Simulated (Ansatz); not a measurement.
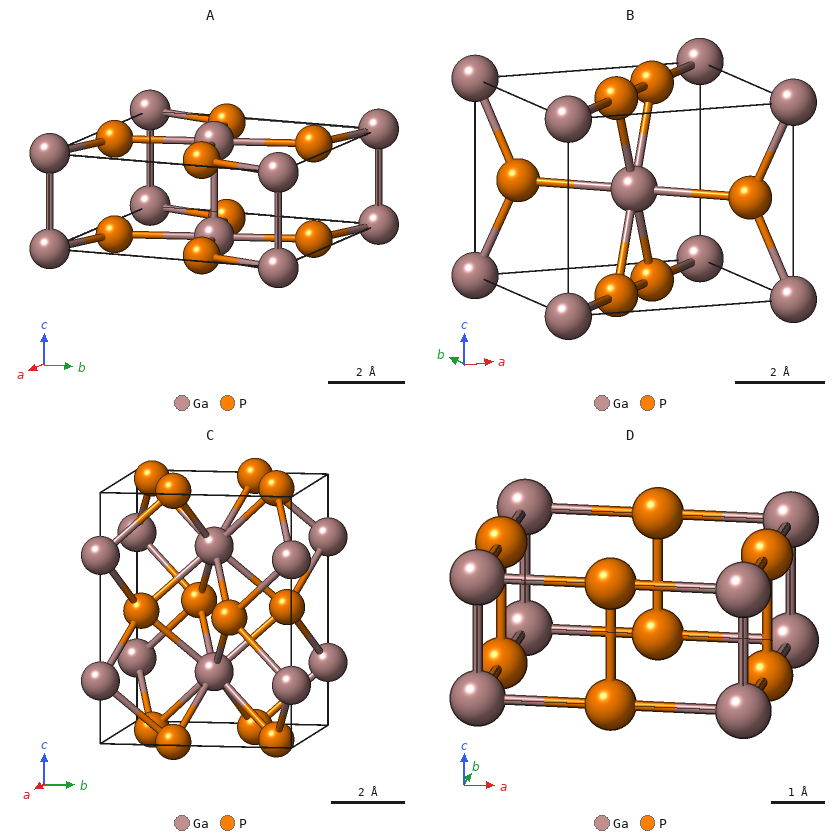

Four structures of GaP2, each relaxed to rest (conventional cells in solid outline, small ones repeated, each panel with its own scale). Method: Ansatz, DFT PBE, scalar-relativistic, plane waves, PAW, without spin polarisation.

What are the structures shown?

A: 6 atoms a cell on a primitive tetragonal lattice, P4/mbm; B: 6 atoms a cell on a primitive tetragonal lattice, P4_2/mnm; C: 12 atoms a cell on a body-centred tetragonal lattice, I4/mcm; D: 3 atoms a cell on a primitive tetragonal lattice, P4/mmm.

Which of these is lowest in energy, and how far above it do the others lie?

A, then C (+100 meV/atom), D (+423 meV/atom) and B (+453 meV/atom), energies at zero smearing.

Collect the results in a table.

| panel | structure | E − E(lowest) (meV/atom) | volume (Å³/atom) | gap (eV) |
| --- | --- | --- | --- | --- |
| A | P4/mbm | 0 | 18.5 | metal |
| C | I4/mcm | 100 | 16.7 | metal |
| D | P4/mmm | 423 | 20.7 | metal |
| B | P4_2/mnm | 453 | 23.3 | metal |

Some of these may be structure types tried for this composition rather than known phases, and the most stable form need not be among them. Gaps are taken on the k-mesh or band path of each run.
